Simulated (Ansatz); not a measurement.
Given this structure:

```xyz
2
Lattice="2.7989 0.0000 0.0000 -1.3994 2.4239 0.0000 0.0000 0.0000 4.7316" Properties=species:S:1:pos:R:3 pbc="T T T"
Si    0.0000    1.6159    1.1829
Si    1.3994    0.8080    3.5487
```

Q: Describe what this structure looks like.

A: The element is silicon. Space group P6_3/mmc (No. 194), lattice primitive hexagonal. The structure is of the kind named hexagonal close-packed (Mg type). The cell holds two atoms. The neighbours of Si are twelve Si in an anticuboctahedral arrangement at 2.80 to 2.86 Å. The bonds build a three-dimensional framework.

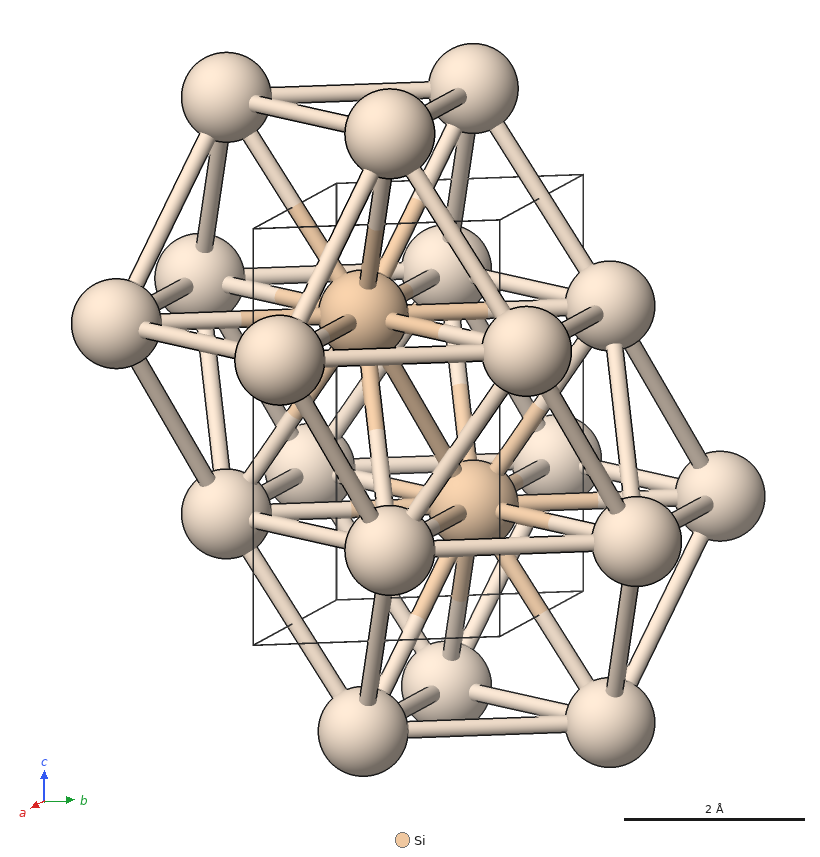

The crystal in a ball-and-stick representation, seen slightly off an axis. One conventional unit cell is framed, with atoms on its boundary repeated. Bonded atoms from the next cells complete the picture, in fainter colours.

The initial geometry was a structure listed in the Materials Project. The cell was then strained or its atoms displaced on purpose. It went into a calculation with Ansatz.

At this level of theory the cell isn't at rest (stretched, at -10 GPa), so its distances can differ from those at equilibrium, the more so the softer the solid.
